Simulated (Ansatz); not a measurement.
## Bands, cutoff and cost in G0W0 for ZrSe2/ZrSe2 (1T multilayer)

Aim: see how the G0W0 gap of ZrSe2/ZrSe2 (1T multilayer) on LDA moves with empty bands and screening cutoff, and what each rung costs.

Program: Ansatz 0.2.0. Level of theory: G0W0 on LDA, plane waves, PAW; PAW set soft_1. Results are calculated unless marked as measured.

## (1) The structure

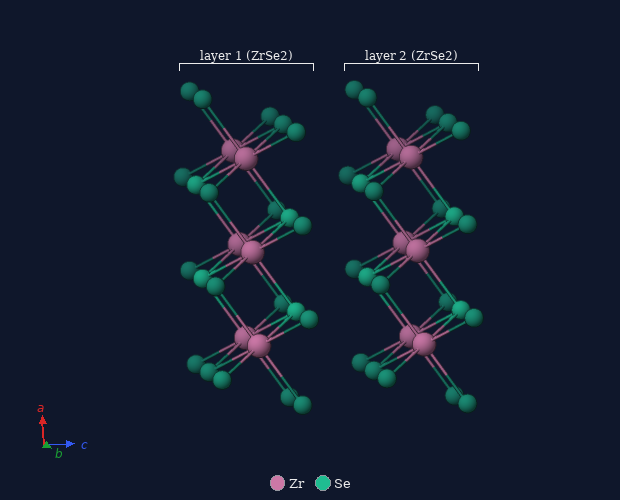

The cell as given, from the side, with the c axis across the page (zirconium pink, selenium teal). 2×1×1 cells are drawn. Some periodic images of atoms are drawn too.

The cell holds 6 atoms: 2 Zr and 4 Se. Cell: a = 3.713 Å, b = 3.713 Å, c = 41.400 Å, α = 90.0°, β = 90.0°, γ = 120.0°. Regions: layer 1 (ZrSe2), 3 atoms (1 Zr and 2 Se); layer 2 (ZrSe2), 3 atoms (1 Zr and 2 Se). Vacuum lies along c.

As a file:

```cif
data_structure
_symmetry_space_group_name_H-M 'P 1'
_symmetry_Int_Tables_number 1
_cell_length_a 3.7126
_cell_length_b 3.7126
_cell_length_c 41.4000
_cell_angle_alpha 90.000
_cell_angle_beta 90.000
_cell_angle_gamma 120.000
_cell_volume 494.19
loop_
_atom_site_label
_atom_site_type_symbol
_atom_site_fract_x
_atom_site_fract_y
_atom_site_fract_z
_atom_site_occupancy
Zr1 Zr 0.00000 0.00000 0.42813 1
Se2 Se 0.33333 0.66667 0.46612 1
Se3 Se 0.66667 0.33333 0.39034 1
Zr4 Zr 0.00000 0.00000 0.57187 1
Se5 Se 0.33333 0.66667 0.60966 1
Se6 Se 0.66667 0.33333 0.53388 1
```

The structure was relaxed with LDA. The runs that relaxed it are not among those shown. The Coulomb interaction is cut off across the vacuum.

## (2) 242 empty bands, screening to 36 eV

Now the one-shot GW correction: screening in the RPA, then the self-energy of the levels asked for. This step takes PAW set soft_1 files.

Input file input.yaml:

```yaml
crystal:
  lattice:
    - [3.7126241146, 0.0, 0.0]
    - [-1.8563120573, 3.2152267979, 0.0]
    - [0.0, 0.0, 41.4]
  atoms:
    - { symbol: Zr, position: [0.0, 0.0, 0.4281342289] }
    - { symbol: Se, position: [0.3333333333, 0.6666666667, 0.4661160946] }
    - { symbol: Se, position: [0.6666666667, 0.3333333333, 0.39033827] }
    - { symbol: Zr, position: [0.0, 0.0, 0.5718657711] }
    - { symbol: Se, position: [0.3333333333, 0.6666666667, 0.60966173] }
    - { symbol: Se, position: [0.6666666667, 0.3333333333, 0.5338839054] }
  periodic: [true, true, false]
kpoints:
  mp_grid: { grid: [6, 6, 1] }
hamiltonian:
  xc: lda
  pseudopotentials: { kind: paw, azcp: { folder: soft_1 }, xc_functional: pbe }
scf:
  occupations: { method: fixed }
gw:
  n_empty_bands: 242
  ecut_chi: 36
  qp_bands: [v2, c2]
  qp_kpoints: band_edges
  screening: { model: contour_deformation }
```

Command:

```
ansatz run input.yaml --threads 4 --pin off --max-ram 17510MiB --backend cpu --events-out ev --progress --plain --runs-dir out
```

Numbers of over 12 decimals in the logs are rounded to 6 here.

Output:

```text
Engine: ansatz 0.2.0, aarch64-unknown-linux-gnu
Pseudopotentials: kind: paw
Pseudopotential: Zr, paw, valence charge 12, recommended cutoff 420 eV (normal), soft_1/Zr.paw.azcp
Pseudopotential: Se, paw, valence charge 16, recommended cutoff 420 eV (normal), soft_1/Se.paw.azcp
Functional definition: SPW92
  exchange = slater_x
  correlation = pw_c
Crystal: 6 atoms, lattice volume = 494.189 Å³
Basis set: ecut = 420 eV, 9715 PW (Γ)
Bands: 53, of which v1, the nominal top of the filled ones, is band 44 counted from 1 (43 counted from 0)
Symmetry: 12 space group operations
Space group: P-3m1 (ITA 164), of the structure as read, at distance tolerance 7.9e-5 Å
k-points: 7 of 36
Non-local potential: Zr, projectors of the file, l = 0: 3, l = 1: 2, l = 2: 2, l = 3: 1
Non-local potential: Se, projectors of the file, l = 0: 2, l = 1: 2, l = 2: 3, l = 3: 1
PAW form: soft (Blöchl's): semilocal exchange-correlation on the pseudo side does not see the compensation charge
PAW frozen core: Zr, regenerated for the run's functional, and the local potential with it (the file was generated under x = pbe(κ = 0.804, μ = 0.219515), c = pbe(β = 0.066725))
PAW frozen core: Se, regenerated for the run's functional, and the local potential with it (the file was generated under x = pbe(κ = 0.804, μ = 0.219515), c = pbe(β = 0.066725))
PAW one-centre angular grid: Zr, 590 points (default); XC on 64 Gauss nodes
PAW one-centre angular grid: Se, 590 points (default); XC on 64 Gauss nodes
Initial density: superposition of atomic densities (neutral atoms: chi_scale 0, normalization atom)
Initial wavefunctions: pseudopotential atomic-orbital guess
Functional: x = slater, c = lda
SCF iter   1: F=—  HF=-29697.029721 eV  |F-HF|=—  |Δ(HF+E_count)|=         —  Δρ=2.09e-2  dr2=3.23e0  ethr=3.10e-3  ⟨swp⟩=6.9  Hψ=1393  notcnv=0  defer=46
preconditioner: auto → Resta (q_TF=auto, 2.046 Å⁻¹)  ε∞=2.3  [insulator: Δε(μ)=0.776 eV  Ē_g=8.339 eV  n_scr=80 (ndim 8)  ℏωp=9.4 eV  f_vac=0.693  ε∞_Penn≈2.3  vacuum switching on, ρ_ref=5.0e-3 e/Å³]
SCF iter   2: F=—  HF=-29696.034406 eV  |F-HF|=—  |Δ(HF+E_count)|=   9.95e-1  Δρ=8.22e-3  dr2=4.77e-1  ethr=3.10e-3  ⟨swp⟩=3.7  Hψ=690  notcnv=0  defer=47
SCF iter   3: F=—  HF=-29695.934948 eV  |F-HF|=—  |Δ(HF+E_count)|=   9.95e-2  Δρ=4.56e-3  dr2=1.75e-1  ethr=5.42e-4  ⟨swp⟩=3.7  Hψ=690  notcnv=0  defer=47
SCF iter   4: F=—  HF=-29695.904248 eV  |F-HF|=—  |Δ(HF+E_count)|=   3.07e-2  Δρ=1.55e-3  dr2=1.98e-2  ethr=1.99e-4  ⟨swp⟩=3.6  Hψ=558  notcnv=0  defer=49
SCF iter   5: F=—  HF=-29695.906320 eV  |F-HF|=—  |Δ(HF+E_count)|=   2.07e-3  Δρ=8.75e-4  dr2=3.64e-2  ethr=2.24e-5  ⟨swp⟩=4.6  Hψ=750  notcnv=0  defer=49
SCF iter   6: F=—  HF=-29695.902918 eV  |F-HF|=—  |Δ(HF+E_count)|=   3.40e-3  Δρ=2.51e-4  dr2=2.97e-4  ethr=2.24e-5  ⟨swp⟩=3.0  Hψ=504  notcnv=0  defer=49
SCF iter   7: F=—  HF=-29695.902993 eV  |F-HF|=—  |Δ(HF+E_count)|=   7.44e-5  Δρ=9.86e-5  dr2=4.84e-5  ethr=3.37e-7  ⟨swp⟩=4.6  Hψ=867  notcnv=0  defer=49
SCF iter   8: F=—  HF=-29695.903025 eV  |F-HF|=—  |Δ(HF+E_count)|=   3.27e-5  Δρ=2.40e-5  dr2=5.01e-6  ethr=5.50e-8  ⟨swp⟩=2.9  Hψ=517  notcnv=0  defer=47
SCF iter   9: F=—  HF=-29695.903027 eV  |F-HF|=—  |Δ(HF+E_count)|=   1.94e-6  Δρ=4.75e-6  dr2=1.67e-7  ethr=5.70e-9  ⟨swp⟩=3.3  Hψ=629  notcnv=0  defer=47
SCF iter  10: F=-29695.903028 eV  HF=-29695.903028 eV  |F-HF|=6.25e-9  |Δ(HF+E_count)|=   2.11e-7  Δρ=1.27e-6  dr2=1.61e-8  ethr=1.14e-10  ⟨swp⟩=19.4  Hψ=1893  notcnv=0
SCF 1 converged in 10 iterations: F = -29695.903028 eV  dr2 = 1.61e-8
  greatest PAW one-centre occupation: 1.000 electrons in one spin orbital (limit 2), on the Se atom at site 5 (counted from 0), in its partial waves of l = 2
NSCF: frozen V_eff on 7 k-points
G₀W₀ screening: q 1/7
[... further progress lines ...]
SCF converged after 10 iterations
Free energy (F): -29695.903028 eV
Harris-Foulkes:  -29695.903028 eV  (|F-HF|=6.25e-9)
Internal energy: -29695.903028 eV  (E = F + TS)
E sigma→0 (E₀):  -29695.903028 eV
Fermi energy:    -5.637705 eV
--- Per-component energies (eV) ---
  E_band       = -3071.529063
  E_kinetic    = 1081.040659
  E_local      = -396948.828026  (includes V_loc(G=0)·N_el)
  E_nonlocal   = -1247.694402
  E_hartree    = 197872.753971
  E_xc         = -648.819675
  E_vxc        = -730.550352  (∫ρ·V_xc dr)
  E_paw        = -13900.142819  (= ΣΔE_a)
  E_vpaw       = -971.003771  (= ΣTr[D̂ρ^β])
  E_aug_tail   = -0.001544  (compensation charges beyond the density's cutoff)
  E_ewald      = 184086.178567
  E_core_change = 9.610240  (= ΣΔE_core)
  E_smearing   = -0.000000  (= −TS)
  E_closure    = -0.000000  (closes the sum)
  Σ components = -29695.903028   (vs F -29695.903028, Δ=0.00e0)
--- Band table (eV; the first three rows and the last of 7) ---
  k-point 0: bands = [... 40 lower, -5.7852, -5.7852, -5.6377, -5.6377, -4.6840, -4.6840, -4.6612, -4.6612, ... 5 higher]
  k-point 1: bands = [... 40 lower, -6.7751, -6.5324, -6.3598, -6.1214, -4.7425, -4.7243, -3.8700, -3.8407, ... 5 higher]
  k-point 2: bands = [... 40 lower, -7.3194, -6.9493, -6.7314, -6.6585, -5.2662, -5.1550, -3.2714, -3.1992, ... 5 higher]
  k-point 6: bands = [... 40 lower, -8.0487, -7.8454, -7.8454, -7.5995, -3.8719, -3.8366, -3.4483, -3.4483, ... 5 higher]
--- G₀W₀: contour deformation, 8 samples at zero and on the imaginary axis and 2 off it, 36 q-points, 242 empty bands' worth ---
  eigenvalues of the whole cell's RPA ε∞ on this k-mesh (on a slab, of 1 + 4πα/V) = 1.2508, 9.2463, 9.2463; static W/v taken at q = 0 is 0.269822
  bands read: the sum over 286 bands ends inside a degenerate multiplet in 1 slot, whose members it reads at an even weight; the widest, k=6: bands 286 to 287 (counted from 1) at 1/2 each
  gw.qp_kpoints: band_edges: 4 of 7 stored k-points solved, in 1 pass; an edge of the gap read off the rows below is read off those points alone
    valence top: of the k-points left out ik 4 came nearest to being solved in a further pass, in band 44 (counted from 1, as in the quasiparticle table): it holds the edge there only if its correction is more favourable than any solved in that band by at least 0.892 eV; those differ by 0.138 eV
    conduction bottom: of the k-points left out ik 5 came nearest to being solved in a further pass, in band 45 (counted from 1, as in the quasiparticle table): it holds the edge there only if its correction is more favourable than any solved in that band by at least 0.858 eV; those differ by 0.146 eV
  `?` marks the rows in doubt; gw_qp.tsv's column doubts and the gw_qp event give each row's grounds
    ik  band        ε_KS         Σx   Σc(E_QP)       V_xc       Z   E_QP_lin       E_QP  E_QP is
     0    43     -5.6377   -17.5814     1.7012   -16.1940  0.7170    -5.3276    -5.3239  root
     0    44     -5.6377   -17.5814     1.7012   -16.1940  0.7170    -5.3276    -5.3239  root
     0    45     -4.6840   -10.6518    -4.6320   -16.2560  0.6964    -3.6086    -3.7118  root ?
     0    46     -4.6840   -10.6518    -4.6320   -16.2560  0.6964    -3.6086    -3.7118  root ?
     1    43     -6.3598   -16.8428     1.4257   -15.7387  0.7071    -6.0424    -6.0381  root
     1    44     -6.1214   -17.0366     1.8659   -15.4170  0.7084    -5.8777    -5.8750  root
     1    45     -4.7425   -10.4084    -4.3941   -15.7128  0.6977    -3.7489    -3.8322  root
     1    46     -4.7243   -10.5348    -4.3467   -15.7972  0.6989    -3.7234    -3.8086  root
     2    43     -6.7314   -17.2948     1.9486   -15.5655  0.7026    -6.5145    -6.5121  root
     2    44     -6.6585   -17.2272     2.0891   -15.3448  0.6994    -6.4537    -6.4518  root
     2    45     -5.2662   -10.1229    -4.0115   -14.9794  0.7057    -4.3601    -4.4212  root
     2    46     -5.1550   -10.3628    -3.9797   -15.1996  0.7045    -4.2307    -4.2979  root
     3    43     -6.9232   -17.1149     2.1790   -15.0959  0.6956    -6.7649    -6.7632  root
     3    44     -6.6707   -17.6149     2.1875   -15.6031  0.7051    -6.4965    -6.4950  root
     3    45     -5.4694   -10.2932    -3.7990   -14.9181  0.7073    -4.5895    -4.6435  root
     3    46     -5.3368   -10.5773    -3.7837   -15.2036  0.7061    -4.4312    -4.4941  root
```

Elapsed: 92 s, on 4 threads of Arm Neoverse V2, shared host; peak memory 2.1 GiB; 6 min of CPU time.

Reading the cycles: dr2 is the Hartree energy of the density residual (eV), the measure of convergence; HF is the Harris–Foulkes estimate of the energy, which meets the free energy F at convergence.

Numbers from this step:

```yaml
bands_summed: 286
plane_waves_in_the_screening_matrix: 227
q_points_in_the_mesh: 36
g0w0_gap_on_the_mesh: 0.6804 eV
k_of_the_valence_top: 0, 0, 0
k_of_the_conduction_bottom: 0, -0.5, 0
starting_gap_on_the_mesh: 0.1683 eV
z_at_the_valence_top: 0.7170
z_at_the_conduction_bottom: 0.7073
least_direct_g0w0_gap_on_the_computed_points: 1.612 eV
```

The gap on the mesh goes from 0.17 eV to 0.68 eV, a correction of +0.51 eV. Between the two edge states, bare exchange in place of the xc potential would open the gap by 6.01 eV, and correlation takes back 5.50 eV.

## (3) 588 empty bands, screening to 65 eV

Bands and screening cutoff are moved together, since each hides the error of the other.

Edit input.yaml of step 2 so:

```diff
@@ -20,5 +20,6 @@
   occupations: { method: fixed }
+  convergence: { dr2_threshold: 1.0e-10 }
 gw:
-  n_empty_bands: 242
-  ecut_chi: 36
+  n_empty_bands: 588
+  ecut_chi: 65.0
   qp_bands: [v2, c2]
```

Output:

```text
[...]
Crystal: 6 atoms, lattice volume = 494.189 Å³
Basis set: ecut = 420 eV, 9715 PW (Γ)
Bands: 53, of which v1, the nominal top of the filled ones, is band 44 counted from 1 (43 counted from 0)
Symmetry: 12 space group operations
[...]
k-points: 7 of 36
[...]
SCF iter   1: F=—  HF=-29697.029721 eV  |F-HF|=—  |Δ(HF+E_count)|=         —  Δρ=2.09e-2  dr2=3.23e0  ethr=3.10e-3  ⟨swp⟩=6.9  Hψ=1393  notcnv=0  defer=46
[...]
SCF iter  12: F=-29695.903028 eV  HF=-29695.903028 eV  |F-HF|=1.09e-11  |Δ(HF+E_count)|=  3.42e-10  Δρ=1.18e-7  dr2=5.52e-11  ethr=1.00e-12  ⟨swp⟩=20.6  Hψ=2109  notcnv=0
SCF 1 converged in 12 iterations: F = -29695.903028 eV  dr2 = 5.52e-11
[...]
NSCF: frozen V_eff on 7 k-points
G₀W₀ screening: q 1/7
[... further progress lines ...]
SCF converged after 12 iterations
Free energy (F): -29695.903028 eV
[...]
Internal energy: -29695.903028 eV  (E = F + TS)
E sigma→0 (E₀):  -29695.903028 eV
Fermi energy:    -5.637614 eV
[...]
--- Band table (eV; the first three rows and the last of 7) ---
  k-point 0: bands = [... 40 lower, -5.7851, -5.7851, -5.6376, -5.6376, -4.6839, -4.6839, -4.6611, -4.6611, ... 5 higher]
  k-point 1: bands = [... 40 lower, -6.7750, -6.5323, -6.3597, -6.1213, -4.7424, -4.7242, -3.8699, -3.8406, ... 5 higher]
  k-point 2: bands = [... 40 lower, -7.3193, -6.9492, -6.7313, -6.6584, -5.2661, -5.1549, -3.2713, -3.1991, ... 5 higher]
  k-point 6: bands = [... 40 lower, -8.0486, -7.8453, -7.8453, -7.5994, -3.8718, -3.8365, -3.4482, -3.4482, ... 5 higher]
[...]
0    43     -5.6376   -17.5815     1.3944   -16.1940  0.7094    -5.6306    -5.6306  root
     0    44     -5.6376   -17.5815     1.3944   -16.1940  0.7094    -5.6306    -5.6306  root
     0    45     -4.6839   -10.6518    -4.8607   -16.2560  0.6902    -3.8947    -3.9404  root
     0    46     -4.6839   -10.6518    -4.8607   -16.2560  0.6902    -3.8947    -3.9404  root
     1    43     -6.3597   -16.8428     1.1421   -15.7387  0.7003    -6.3217    -6.3216  root
     1    44     -6.1213   -17.0366     1.5928   -15.4171  0.7010    -6.1481    -6.1480  root
     1    45     -4.7424   -10.4084    -4.6207   -15.7128  0.6918    -4.0218    -4.0586  root
     1    46     -4.7242   -10.5348    -4.5737   -15.7972  0.6930    -3.9980    -4.0355  root
[...]
3    43     -6.9231   -17.1149     1.9262   -15.0959  0.6883    -7.0166    -7.0159  root
     3    44     -6.6707   -17.6149     1.9119   -15.6031  0.6982    -6.7710    -6.7706  root
     3    45     -5.4693   -10.2932    -4.0173   -14.9181  0.7016    -4.8378    -4.8617  root
     3    46     -5.3367   -10.5773    -4.0027   -15.2036  0.7002    -4.6861    -4.7131  root
```

Elapsed: 7.5 min, on 4 threads; peak memory 4.8 GiB.

Numbers from this step:

```
bands summed                                 : 632
plane waves in the screening matrix          : 625
q-points in the mesh                         : 36
G0W0 gap on the mesh                         : 0.7689 eV
k of the valence top                         : 0, 0, 0
k of the conduction bottom                   : 0, -0.5, 0
starting gap on the mesh                     : 0.1683 eV
Z at the valence top                         : 0.7094
Z at the conduction bottom                   : 0.7016
least direct G0W0 gap on the computed points : 1.690 eV
```

Against the run with 6×6×1 mesh, 242 empty bands, screening to 36 eV, PAW set soft_1 files, the gap moves by +0.09 eV.

## (4) Convergence and cost

Times are wall times on 4 threads of Arm Neoverse V2, shared host, good to a factor of about two.

```
 mesh           files            frequency  bands summed  cutoff (eV)  start (eV)  G0W0 (eV)     time  host memory (GiB)
6×6×1  PAW set soft_1  contour deformation           286           36       0.168      0.680     92 s                2.1
6×6×1  PAW set soft_1  contour deformation           632           65       0.168      0.769  7.5 min                4.8
```

How the two edges are built up, in eV (the quasiparticle level is the starting level plus Σx plus Σc less Vxc):

| run | edge | start | Σx | Σc | Vxc | Z | QP |
| --- | --- | --- | --- | --- | --- | --- | --- |
| 286 bands | valence top | -5.64 | -17.58 | 1.70 | -16.19 | 0.72 | -5.32 |
| 286 bands | conduction bottom | -5.47 | -10.29 | -3.80 | -14.92 | 0.71 | -4.64 |
| 632 bands | valence top | -5.64 | -17.58 | 1.39 | -16.19 | 0.71 | -5.63 |
| 632 bands | conduction bottom | -5.47 | -10.29 | -4.02 | -14.92 | 0.70 | -4.86 |

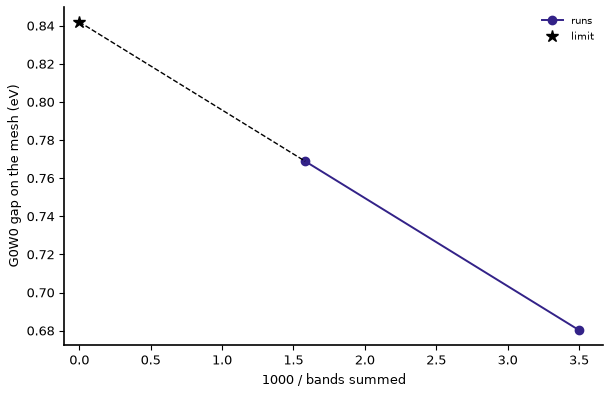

The gap against one over the number of bands; the dashed line carries the two highest rungs to the limit.

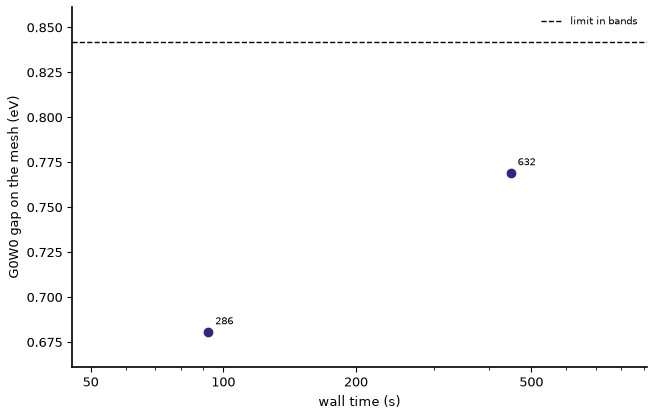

Result against wall time.

## (5) Outcome

```json
{
 "286 bands, 36 eV": "0.680 eV",
 "632 bands, 65 eV": "0.769 eV",
 "estimated limit in bands and cutoff": "0.84 eV",
 "mesh and start": "6×6×1, LDA"
}
```

A line in one over the bands through the two rungs gives 0.84 eV, +0.07 eV from the top rung; with two points alone it is an unchecked estimate. The rungs stand 0.16 eV (286 bands) and 0.07 eV (632 bands) from it. From 286 to 632 bands the gap moves by +0.09 eV while the time grows 4.9-fold. Σc changes by −0.31 eV at the valence top and −0.22 eV at the conduction bottom, so the levels themselves move more than the gap between them. The mesh in the plane is coarse for a sheet; gap and any exciton binding can still move on denser ones. The many-body steps are scalar-relativistic: spin-orbit coupling is not in them.

[Paths, hosts, dates, memory and timing lines, banners, echoed tables and standing remarks are left out of the program output.]

[Logs are printed without paths, hosts, clocks, repeated set-up lines and the standing remarks that a program may print on its own settings, such as how far it seeks lower states.]

[Runs of the session that timed out or met a known fault of the program may be left out.]

[Cells called generated may have been cut or substituted from an entry of the Crystallography Open Database or the Materials Project.]

[Hosts, paths, dates, database ids (printed as entryN), source tags and the programs' standing remarks are cut or masked in the printed files.]
